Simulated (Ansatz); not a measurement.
Consider Co.

Input file:

```
crystal:
  lattice:
    - [2.4292244423, 0.0, 0.0]
    - [0.0, 2.4292244423, 0.0]
    - [0.0, 0.0, 3.4335339473]
  atoms:
    - { symbol: Co, position: [0.0, 0.0, 0.0], spin: 1.712 }
    - { symbol: Co, position: [0.5, 0.5, 0.5], spin: 1.712 }
hamiltonian:
  xc: rpbe
  pseudopotentials:
    kind: paw
    azcp:
      Co: "pseudopotentials/Co.paw.azcp"
basis:
  ecutwfc: 420
  fft_grid_basis: typed
kpoints:
  mp_grid: { grid: [14, 14, 10], shift: [0, 0, 0] }
magnetization:
  spin_polarized: true
scf:
  occupations: { method: fermi_dirac, width: 0.05 }
  lower_state_search: "off"
output:
  stress: true
  write_density: true
  write_potential: true
  elf: true
  volumetric_format: npy
```

Launched as:

```sh
ansatz run input.yaml --threads 2 --pin off --max-ram 5120MiB --backend cpu --events-out ev --progress --plain --runs-dir out
```

Below, planes, directions and counts refer to the conventional cell (a = 3.44 Å, b = 3.44 Å, c = 3.43 Å, α = 90.00°, β = 90.00°, γ = 90.00°).

Space group Fm-3m; set up as Co, fcc; a generated structure, not necessarily the stable one; changed on purpose from its base cell (volume × 0.96); computed pressure about 25 GPa in this cell; spin-polarised.

Computed with Ansatz, DFT, RPBE, plane waves (420 eV) with PAW, scalar-relativistic.

Predict the valence pseudo-density, electron localisation function and spin density between the atoms.

Answer. Co–Co (2.43 Å): ρ at the midpoint is about 0.37 e/Å³; the ELF is about 0.25 at the midpoint (no shared electron pair shows on this line).
The spin density sits on Co: +1.7 μB (×4) in one cell of 4 atoms: parallel main moments (a ferromagnetic arrangement) in this solution. The cell of the calculation (2 atoms) carries 3.2 μB of net spin moment.

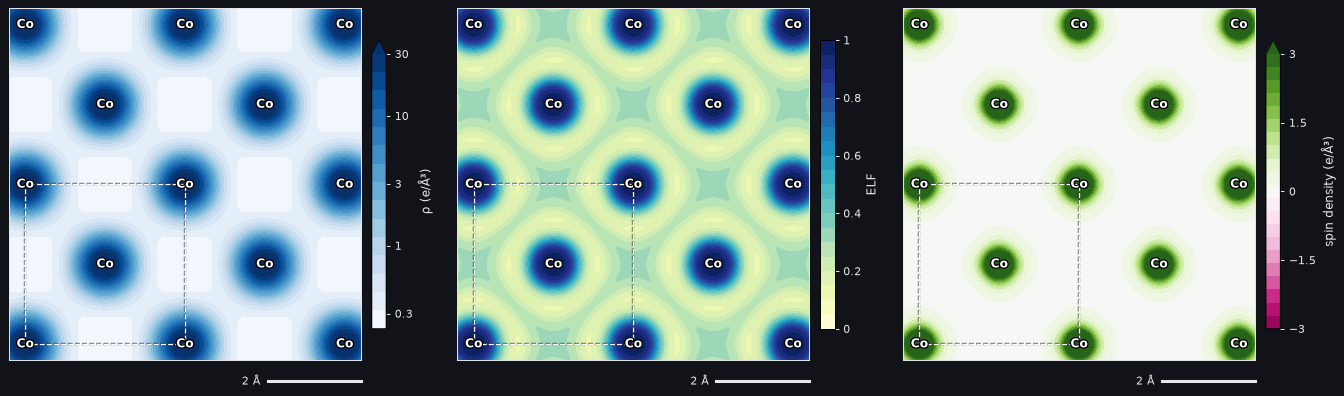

Computed valence pseudo-density, electron localisation function and spin density on the (001) plane of the conventional cell, in this order. 

In a PAW calculation such maps are meaningful between the atoms, not at the nuclei.
